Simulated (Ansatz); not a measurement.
# Single-point calculation of Ge

Ge (Immm, 2 atoms in the cell), computed with DFT, PBE, plane waves, PAW, no spin polarisation (Ansatz 0.2.0).

The structure was made by a generator, so it may or may not be a known phase.

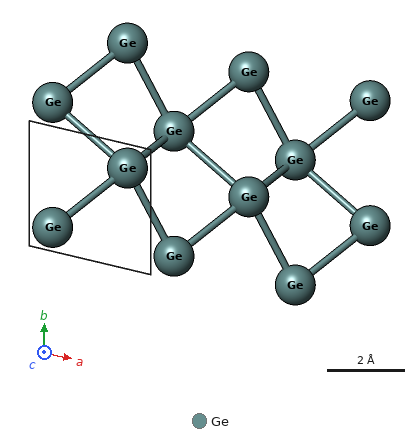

Figure 1. The input geometry (ball-and-stick view of the reduced cell, repeated 3 × 2 × 1, along the c axis). An atom can appear more than once, as a periodic image.

## Key numbers

```csv
quantity,value
outcome,converged
space group (tolerance 0.01 Å),Immm (71)
electrons treated,28
free energy,−8589.5236 eV
Fermi energy,8.950 eV
gap on the k-point mesh,none (metallic)
pressure,0.06 GPa
largest force (length of the vector),0.012 eV/Å
hardware,"1 thread of Intel Xeon @ 2.70GHz, 189 GiB of memory available, shared host"
wall time,12 s
peak memory,0.43 GiB
```

## Remarks

Settings chosen away from the usual ones: scf.mixing.algorithm set to msr1; scf.mixing.beta set to 0.5; scf.mixing.ndim set to 4; kpoints.mp_grid.grid set to [11, 11, 11] (from [22, 22, 22]). These settings are looser than, or depart from, a standard set-up, so the numbers are not reference values for this system.

## The input
```yaml
crystal:
  lattice:
    - [-1.79880975, 1.804385419, 3.2880201263]
    - [1.79880975, -1.804385419, 3.2880201263]
    - [1.79880975, 1.804385419, -3.2880201263]
  atoms:
    - { symbol: Ge, position: [0.1916448434, 0.1916448434, 0.0] }
    - { symbol: Ge, position: [0.8083551566, 0.8083551566, 0.0] }
basis:
  ecutwfc: 420
kpoints:
  mp_grid: { grid: [11, 11, 11] }
hamiltonian:
  xc: pbe
scf:
  occupations: { method: gaussian, width: 0.1 }
  mixing: { algorithm: msr1, beta: 0.5, ndim: 4 }
output:
  forces: true
  eigenvalues: true
  stress: true
```

Launched with:
```bash
ansatz run input.yaml --threads 1 --pin off --max-ram 2560MiB --backend cpu --events-out ev --progress --plain --runs-dir out
```

## The program's output
```
Engine: ansatz 0.2.0, x86_64-unknown-linux-gnu
Pseudopotentials: kind: paw
Pseudopotential: Ge, paw, valence charge 14, recommended cutoff 420 eV (normal), Ge.paw.azcp
Functional definition: PBE
  parameter kappa = 0.804
  parameter beta = 0.06672455060314922
  exchange = pbe_x(kappa = kappa, mu = beta*pi^2/3)
  correlation = pbe_c(beta = beta)
Crystal: 2 atoms, lattice volume = 42.688 Å³
Basis set: ecut = 420 eV, 799 PW (Γ), exchange–correlation on 60×60×60 points (8 copies of the dense FFT grid, shifted against one another)
Bands: 18, of which v1, the nominal top of the filled ones, is band 14 counted from 1 (13 counted from 0)
Symmetry: 8 space group operations
Space group: Immm (ITA 71), of the structure as read, at distance tolerance 3.5e-5 Å
k-points: 216 of 1331
Non-local potential: Ge, projectors of the file, l = 0: 2, l = 1: 2, l = 2: 3, l = 3: 1
PAW form: soft (Blöchl's): semilocal exchange-correlation on the pseudo side does not see the compensation charge
PAW one-centre angular grid: Ge, 590 points (default); XC on 64 Gauss nodes
Initial density: superposition of atomic densities (neutral atoms: chi_scale 0, normalization atom), corrected by the library's trained network
Initial wavefunctions: pseudopotential atomic-orbital guess
Functional: x = pbe(κ = 0.804, μ = 0.2195149727645171), c = pbe(β = 0.06672455060314922)
SCF iter   1: F=—  HF=-8589.525621 eV  |F-HF|=—  |Δ(HF+E_count)|=         —  Δρ=2.55e-3  dr2=4.32e-3  ethr=1.77e-3  ⟨swp⟩=5.3  Hψ=17308  notcnv=0
preconditioner: auto → Kerker (q_TF=auto, 2.543 Å⁻¹)  [metal: Δε(μ)=0.023 eV  Ē_g=23.284 eV  σ=0.100 eV  W_gap=0.13  n_scr=14 (ndim 4)  ℏωp=30.1 eV  f_vac=0.000  D(μ)=0.75/eV (n_scr^D=0)]
SCF iter   2: F=—  HF=-8589.524315 eV  |F-HF|=—  |Δ(HF+E_count)|=   1.31e-3  Δρ=1.70e-3  dr2=2.08e-3  ethr=1.54e-5  ⟨swp⟩=1.8  Hψ=7278  notcnv=0
SCF iter   3: F=—  HF=-8589.523933 eV  |F-HF|=—  |Δ(HF+E_count)|=   3.82e-4  Δρ=8.83e-4  dr2=2.22e-4  ethr=7.42e-6  ⟨swp⟩=2.0  Hψ=6853  notcnv=0
SCF iter   4: F=—  HF=-8589.523605 eV  |F-HF|=—  |Δ(HF+E_count)|=   3.27e-4  Δρ=3.43e-4  dr2=3.39e-5  ethr=7.91e-7  ⟨swp⟩=2.0  Hψ=6854  notcnv=0
SCF iter   5: F=—  HF=-8589.523599 eV  |F-HF|=—  |Δ(HF+E_count)|=   6.16e-6  Δρ=1.50e-4  dr2=8.63e-6  ethr=1.21e-7  ⟨swp⟩=2.0  Hψ=6852  notcnv=0
SCF iter   6: F=—  HF=-8589.523594 eV  |F-HF|=—  |Δ(HF+E_count)|=   5.35e-6  Δρ=4.19e-5  dr2=9.96e-7  ethr=3.08e-8  ⟨swp⟩=2.0  Hψ=6849  notcnv=0
SCF iter   7: F=-8589.523594 eV  HF=-8589.523594 eV  |F-HF|=5.96e-9  |Δ(HF+E_count)|=   4.91e-8  Δρ=8.33e-6  dr2=4.58e-8  ethr=3.57e-10  ⟨swp⟩=3.6  Hψ=15837  notcnv=0
the search or the solves at the SCF's close seem to have found levels that the self-consistency loop had missed (the run counts 1). By its estimate they hold under 1e-12 electrons; where the run keeps them, the occupations were computed again with them
SCF 1 converged in 7 iterations: F = -8589.523594 eV  dr2 = 4.58e-8
  greatest PAW one-centre occupation: 0.998 electrons in one spin orbital (limit 2), on the Ge atom at site 1 (counted from 0), in its partial waves of l = 2
SCF converged after 7 iterations
Free energy (F): -8589.523594 eV
Harris-Foulkes:  -8589.523594 eV  (|F-HF|=5.96e-9)
Internal energy: -8589.519678 eV  (E = F + TS)
E sigma→0 (E₀):  -8589.521636 eV
Entropy (-TS):   -0.003916 eV (-1.958 meV/atom)
Fermi energy:    8.949901 eV
--- Per-component energies (eV) ---
  E_band       = -277.400402
  E_kinetic    = 221.026752
  E_local      = -4667.263483  (includes V_loc(G=0)·N_el)
  E_nonlocal   = 833.847903
  E_hartree    = 2041.713535
  E_xc         = -150.676439
  E_vxc        = -128.512702  (∫ρ·V_xc dr)
  E_paw        = -4036.537232  (= ΣΔE_a)
  E_vpaw       = -619.939501  (= ΣTr[D̂ρ^β])
  E_aug_tail   = 0.000789  (compensation charges beyond the density's cutoff)
  E_ewald      = -2831.631502
  E_smearing   = -0.003916  (= −TS)
  E_closure    = 0.000000  (closes the sum)
  Σ components = -8589.523594   (vs F -8589.523594, Δ=0.00e0)
--- Forces (eV/Å), atoms counted from 1 ---
  atom   1  Ge     0.00000000     0.00000000    -0.01190453
  atom   2  Ge     0.00000000     0.00000000     0.01190453
  max |Σ_I F_I| component: 1.73e-18 eV/Å
--- Stress (GPa, compression-positive) ---
       -0.005771       0.000000       0.000000
        0.000000      -0.060575       0.000000
        0.000000       0.000000       0.251261
  P = ⅓ Tr σ = 0.0616 GPa (0.616 kbar)
--- Band table (eV; the first three rows and the last of 216) ---
  k-point 0: bands = ["-15.5872", "-15.5183", "-15.5151", "-15.4346", "-15.4342", "-15.3616", "-15.3614", "-15.3611", "-15.2895", "-15.2855", "-3.4511", "8.3319", "9.1410", "9.2579", "9.3154", "11.8401", "14.2679", "14.3043"]
  k-point 1: bands = ["-15.5824", "-15.5210", "-15.5074", "-15.4359", "-15.4231", "-15.3794", "-15.3651", "-15.3611", "-15.2893", "-15.2814", "-3.2703", "6.9858", "8.7585", "8.8699", "10.6067", "12.4178", "13.7553", "13.8114"]
  k-point 2: bands = ["-15.5669", "-15.5232", "-15.4864", "-15.4396", "-15.4140", "-15.4008", "-15.3753", "-15.3606", "-15.2978", "-15.2755", "-2.7308", "5.5527", "7.7263", "8.1615", "11.7057", "12.3853", "12.7687", "14.3698"]
  k-point 215: bands = ["-15.5751", "-15.5218", "-15.4816", "-15.4302", "-15.4230", "-15.3709", "-15.3575", "-15.3540", "-15.3268", "-15.2957", "-1.3380", "1.7003", "6.6099", "7.7960", "9.2810", "13.7191", "18.1675", "18.1693"]
```
